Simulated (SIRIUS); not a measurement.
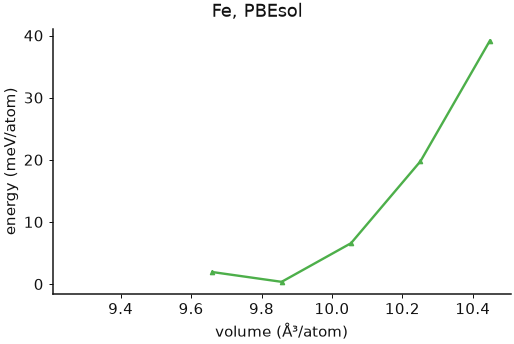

The plot gives the computed energy against volume for Fe, space group P6_3/mmc (No. 194).

The given structure:
```yaml
crystal:
  lattice:
    - [2.43416, 0.00000, 0.00000]
    - [-1.21708, 2.10804, 0.00000]
    - [0.00000, 0.00000, 3.84193]
  atoms:
    - { symbol: Fe, position: [0.66667, 0.33333, 0.75000] }
    - { symbol: Fe, position: [0.33333, 0.66667, 0.25000] }
```

How it was computed, with SIRIUS 7.12.0: plane-wave DFT, collinear spins; energies at scaled volumes of the given cell, shape and fractions fixed, counted from the fit's minimum, third-order Birch-Murnaghan fit. Level: PBEsol, collinear spin.

```tsv
setting	value
k mesh	12×12×7
occupations	Fermi–Dirac
smearing width	0.05 eV
potentials	dojo sr pbesol 0.4.1 standard
wave cutoff	1228 eV
density cutoff	4912 eV
```

The points at volume 9.27 Å³/atom and 9.46 Å³/atom are left out of the plot. What values does the calculation give there?

```tsv
volume (Å³/atom)	energy (meV/atom)
9.27	32.28
9.46	12.25
```

Note: shape and atomic fractions are frozen while scaling, which makes layered, chain and framework solids too stiff.
